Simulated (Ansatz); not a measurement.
Input

```
crystal:
  lattice:
    - [2.8060694958, 0.0, 0.0]
    - [0.0, 2.8060694958, 0.0]
    - [0.0, 0.0, 2.8060694958]
  atoms:
    - { symbol: Hf, position: [0.5, 0.5, 0.5] }
    - { symbol: "N", position: [0.0, 0.0, 0.0] }
hamiltonian:
  xc: pbe
  pseudopotentials: { kind: paw }
kpoints:
  mp_grid: { grid: [9, 9, 9] }
scf:
  occupations: { method: fermi_dirac, width: 0.05 }
output:
  forces: true
  stress: true
  eigenvalues: true
  write_density: true
  write_potential: true
  elf: true
  volumetric_format: npy
```

Command:

```sh
ansatz run input.yaml --threads 2 --pin off --max-ram 5632MiB --backend cpu --events-out ev --progress --plain --runs-dir out
```

Below, planes, directions and counts refer to the conventional cell (a = 2.81 Å, b = 2.81 Å, c = 2.81 Å, α = 90.00°, β = 90.00°, γ = 90.00°).

Space group Pm-3m; a generated structure, not necessarily the stable one; computed pressure about 5 GPa in this cell.

Level of theory: Kohn-Sham DFT of a periodic cell, PBE, Ansatz PAW (Ansatz 0.2.0).

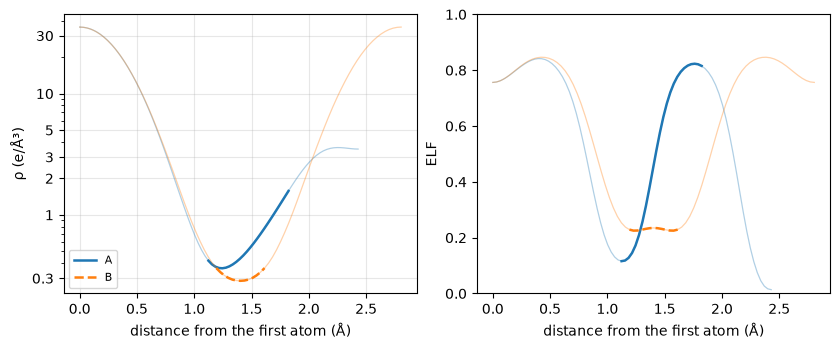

HfN. Valence charge density (pseudo) and electron localisation function along straight lines between neighbouring atoms. Thin, pale parts lie inside the atomic spheres.

The density is the valence pseudo-density of a PAW calculation; it isn't the true density close to the nuclei.

Q: Which curve belongs to which contact (Hf–Hf and Hf–N)? The first atom named is at distance zero.

A: Curve A: Hf–N (2.43 Å): ρ at the midpoint is about 0.36 e/Å³; the ELF peaks at about 0.80 in the valence shell of N, 0.7 Å from its nucleus, and is about 0.15 at the midpoint (no shared electron pair shows on this line). Curve B: Hf–Hf (2.81 Å): the density is about 0.29 e/Å³ at the midpoint; the ELF is about 0.25 at the midpoint: no localised pair shows between them.
